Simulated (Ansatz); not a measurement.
System: Li.

The calculation's input:

```
crystal:
  lattice:
    - [0.0, 2.16897, 2.23503]
    - [2.16897, 0.0, 2.23503]
    - [2.16897, 2.16897, 0.0]
  atoms:
    - { symbol: Li, position: [0.0, 0.0, 0.0] }
basis:
  ecutwfc: 420
kpoints:
  mp_grid: { grid: [18, 18, 18] }
hamiltonian:
  xc: pbesol
scf:
  occupations: { method: gaussian, width: 0.15 }
output:
  forces: true
  stress: true
  eigenvalues: true
  write_density: true
  write_potential: true
  elf: true
  volumetric_format: npy
```

Command:

```sh
ansatz run input.yaml --threads 1 --pin off --max-ram 2560MiB --backend cpu --events-out ev --progress --plain --runs-dir out
```

Below, planes, directions and counts refer to the conventional cell (a = 3.07 Å, b = 3.07 Å, c = 4.47 Å, α = 90.00°, β = 90.00°, γ = 90.00°).

Space group I4/mmm; changed on purpose from its base cell (strain -0.015 along x and y, +0.015 along z, atoms carried along); computed without spin polarisation.

Level of theory: Ansatz, DFT PBEsol, scalar-relativistic, plane waves, PAW.

Q: What can the converged valence pseudo-density and electron localisation function tell about the bonding?

A: Li–Li (3.07 Å): the density is about 0.05 e/Å³ at the midpoint; the ELF reaches about 0.55 near the midpoint.

Q: Metal or insulator at this level of theory?

A: It is gapless in this calculation (a metal or semimetal).

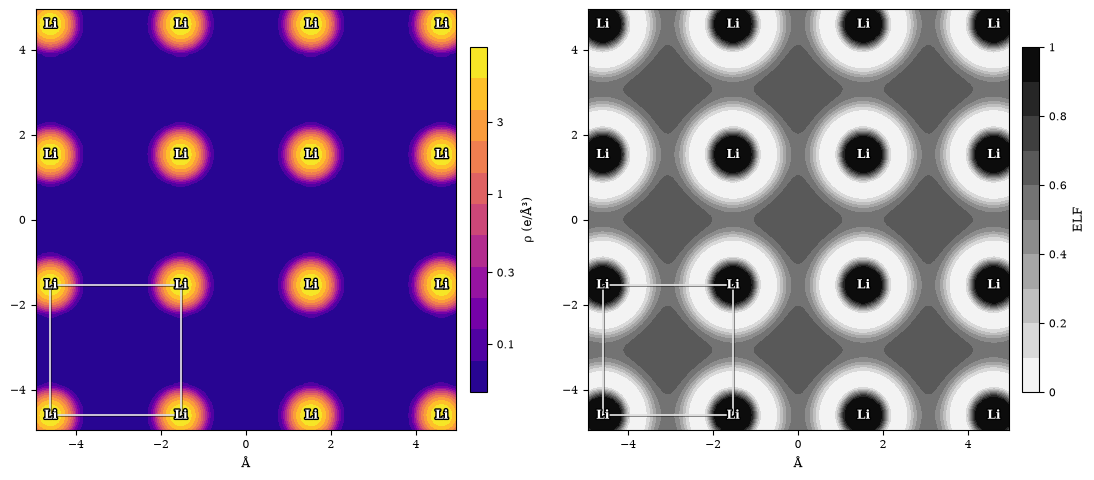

Computed valence pseudo-density and electron localisation function on the (001) plane of the conventional cell, in this order. 

The density is the valence pseudo-density of a PAW calculation; it isn't the true density close to the nuclei.
